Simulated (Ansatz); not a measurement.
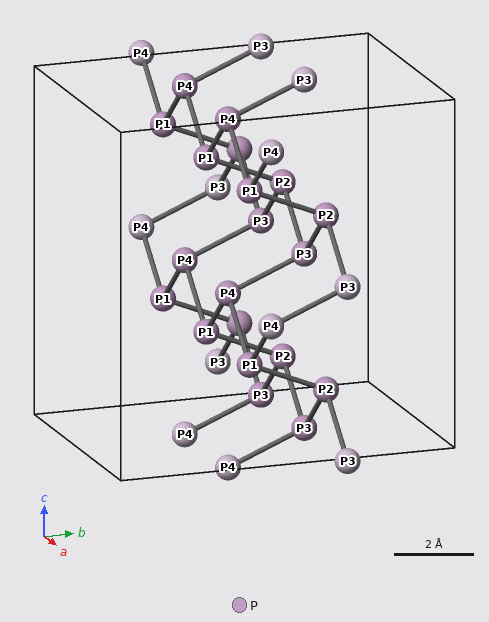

**Figure 1.** The structure as given in the input (ball-and-stick view of the 2 × 2 repeat of the cell, with the vacuum cut short, seen slightly off an axis; neighbours outside the cell are drawn fainter; atoms are numbered from 1 in the order of the input). Near neighbours in the crystal (not all of them lie inside the picture): P has 3 P at 2.20 to 2.24 Å.

# P: a failed or faulty run and its cure

System: P (Pmna, 4 atoms in the cell).
Method of run 1: DFT, PBE, plane waves, PAW, Ueff = 30 eV on P f (Ansatz 0.2.0).

The structure derives from a Materials Project entry. Text and figures count atoms from 1; the logs count them from 0 in places.

### Input file, run 1
```yaml
crystal:
  lattice:
    - [3.28372772, 0.0, 0.0]
    - [0.0, 34.85703099, 0.0]
    - [0.0, 0.0, 4.63208471]
  atoms:
    - { symbol: P, position: [0.0, 0.97026143, 0.59215072] }
    - { symbol: P, position: [0.0, 0.02973857, 0.40784928] }
    - { symbol: P, position: [0.5, 0.02973857, 0.09215072] }
    - { symbol: P, position: [0.5, 0.97026143, 0.90784928] }
basis:
  ecutwfc: 420
kpoints:
  mp_grid: { grid: [8, 1, 6] }
hamiltonian:
  xc: pbe
  hubbard: { sites: [{ species: P, l: f, u_eff: 30.0 }] }
scf:
  occupations: { method: gaussian, width: 0.02 }
  max_iter: 100
output:
  forces: true
  eigenvalues: true
  stress: true
relax:
  adjacent_minimum: "off"
  f_tol: 0.005
  max_steps: 80
  cell: { stress_tol: 0.05 }
```

Launched with:
```bash
ansatz run input.yaml --threads 1 --pin off --max-ram 2560MiB --backend cpu --events-out ev --progress --plain --runs-dir out
```

Hardware: 1 thread of Arm Neoverse V2, 24 GiB of memory available, shared host.

### Output (run 1)
```
Error: inconsistent input (hamiltonian.hubbard.sites[].l, hamiltonian.hubbard.sites[].shell): the file of P doesn't list 4f, and it can't be added: PBE doesn't bind the shell 4f of the free atom, whose level lies at +1.11 eV. Type an atom or ion with it (hamiltonian.pseudopotentials.projection_atoms), take another file or name another shell
```

### Diagnose this run and give a change of the input that cures it.

The input was spoiled on purpose: a U on a shell that isn't there (`hamiltonian.hubbard`). The program refused the input: “inconsistent input (hamiltonian.hubbard.sites[].l, hamiltonian.hubbard.sites[].shell): the file of P doesn't list 4f, and it can't be added: PBE doesn't bind the shell 4f of the free atom, whose level lies at +1.11 eV …”

A run of the same system that converges differs from this input as follows (lines with − go, lines with + come):
```diff
-  hubbard: { sites: [{ species: P, l: f, u_eff: 30.0 }] }
-  max_iter: 100
```

### Output, shortened to warnings, some set-up lines, iterations and results (run 2)
```
Basis set: ecut = 420 eV, 10485 PW (Γ), exchange–correlation on 48×480×64 points (8 copies of the dense FFT grid, shifted against one another)
Symmetry: 8 space group operations
k-points: 20 of 48
Initial density: superposition of atomic densities (neutral atoms: chi_scale 0, normalization atom), corrected by the library's trained network
[...]
SCF iter   1: F=—  HF=-3022.636273 eV  |F-HF|=—  |Δ(HF+E_count)|=         —  Δρ=9.87e-4  dr2=7.72e-3  ethr=1.77e-3  ⟨swp⟩=11.7  Hψ=2650  notcnv=0
SCF iter   2: F=—  HF=-3022.634965 eV  |F-HF|=—  |Δ(HF+E_count)|=   1.31e-3  Δρ=4.25e-4  dr2=7.87e-4  ethr=3.86e-5  ⟨swp⟩=3.4  Hψ=796  notcnv=0
SCF iter   3: F=—  HF=-3022.634976 eV  |F-HF|=—  |Δ(HF+E_count)|=   1.02e-5  Δρ=1.84e-4  dr2=1.41e-4  ethr=3.94e-6  ⟨swp⟩=2.6  Hψ=461  notcnv=0
SCF iter   4: F=—  HF=-3022.635037 eV  |F-HF|=—  |Δ(HF+E_count)|=   6.13e-5  Δρ=4.01e-5  dr2=8.26e-6  ethr=7.06e-7  ⟨swp⟩=2.5  Hψ=477  notcnv=0
SCF iter   5: F=—  HF=-3022.635060 eV  |F-HF|=—  |Δ(HF+E_count)|=   2.31e-5  Δρ=8.67e-6  dr2=2.69e-7  ethr=4.13e-8  ⟨swp⟩=2.1  Hψ=472  notcnv=0
[... 32 lines ...]
SCF iter   2: F=—  HF=-3022.652788 eV  |F-HF|=—  |Δ(HF+E_count)|=   2.61e-5  Δρ=1.44e-6  dr2=9.79e-10  ethr=1.53e-11  ⟨swp⟩=4.6  Hψ=900  notcnv=0
SCF iter   3: F=—  HF=-3022.652792 eV  |F-HF|=—  |Δ(HF+E_count)|=   3.72e-6  Δρ=2.38e-7  dr2=1.80e-10  ethr=4.89e-12  ⟨swp⟩=2.5  Hψ=503  notcnv=0
SCF iter   4: F=-3022.652792 eV  HF=-3022.652792 eV  |F-HF|=1.80e-9  |Δ(HF+E_count)|=   2.80e-7  Δρ=4.90e-8  dr2=8.75e-12  ethr=1.00e-12  ⟨swp⟩=5.8  Hψ=1684  notcnv=0
SCF 6 converged in 4 iterations: F = -3022.652792 eV  dr2 = 8.75e-12
relax step   6: F+E_penalty+E_count = -3022.65279200 eV  Δ(F+E_penalty+E_count) = -7.492e-5 eV  max|allowed force component| = 2.438e-3 eV/Å  Δτ_max = 0.0000 Å  P = -0.005 …
basis re-selected at this cell: Δ(F+E_penalty+E_count) = -7.492e-5 eV, ΔP = +0.000 GPa vs the last step (what re-selecting the basis moved, of the pressure what is left beyond the Pulay correction that the steps carried, after the strain that the cell walked since its last selection, with what the …
SCF converged after 4 iterations
Free energy (F): -3022.652792 eV
Harris-Foulkes:  -3022.652792 eV  (|F-HF|=1.80e-9)
Internal energy: -3022.652792 eV  (E = F + TS)
E sigma→0 (E₀):  -3022.652792 eV
Fermi energy:    -2.866046 eV
--- Per-component energies (eV) ---
  E_band       = -188.749932
  E_kinetic    = 278.515857
  E_local      = -10937.220811  (includes V_loc(G=0)·N_el)
  E_nonlocal   = 135.527998
  E_hartree    = 5302.558727
  E_xc         = -244.188174
  E_vxc        = -240.595490  (∫ρ·V_xc dr)
  E_paw        = -2277.290701  (= ΣΔE_a)
  E_vpaw       = -30.094897  (= ΣTr[D̂ρ^β])
  E_aug_tail   = 0.000013  (compensation charges beyond the density's cutoff)
  E_ewald      = 4719.444300
  E_smearing   = -0.000000  (= −TS)
  E_closure    = 0.000000  (closes the sum)
  Σ components = -3022.652792   (vs F -3022.652792, Δ=0.00e0)
--- Forces (eV/Å), atoms counted from 1 ---
  atom   1  P     -0.00000000    -0.00094911     0.00243824
  atom   2  P      0.00000000     0.00094911    -0.00243824
  atom   3  P     -0.00000000     0.00094911     0.00243824
  atom   4  P      0.00000000    -0.00094911    -0.00243824
  max |Σ_I F_I| component: 2.17e-19 eV/Å
--- Stress (GPa, compression-positive) ---
       -0.003460      -0.000000      -0.000000
       -0.000000       0.001169      -0.000000
       -0.000000      -0.000000      -0.011222
  P = ⅓ Tr σ = -0.0045 GPa (-0.045 kbar)
--- Relaxed structure (5 steps of the walk, 5 accepted, 1 SCFs on fresh bases) ---
  F+E_penalty+E_count = -3022.65279200 eV   max|allowed force component| = 2.438e-3 eV/Å   (the final SCF, on the basis selected at the relaxed cell)
  cell:  # Å, volume = 533.7471 Å³
    - [3.303119574778863, 0.0, 0.0]
    - [0.0, 34.86296636396471, 0.0]
    - [0.0, 0.0, 4.634969273046461]
  atoms:
    - { symbol: P, position: [1.1455218712930682e-37, 0.9698087037576038, 0.5891473176736681] }
    - { symbol: P, position: [1.1455218712930682e-37, 0.030191296242396692, 0.410852682326332] }
    - { symbol: P, position: [0.5, 0.030191296242396692, 0.08914731767366803] }
[...]
```

### The two runs side by side

| quantity | run 1 | run 2 |
| --- | --- | --- |
| outcome | refused | converged |
| free energy per atom (eV) | – | −755.6632 |
| gap on the mesh (eV) | – | 0.91 |
| pressure (GPa) | – | 0.00 |
| volume per atom (Å³) | – | 133.44 |
| largest force (eV/Å) | – | 0.003 |
| SCF iterations | – | 30 |
| irreducible k-points | – | 20 |
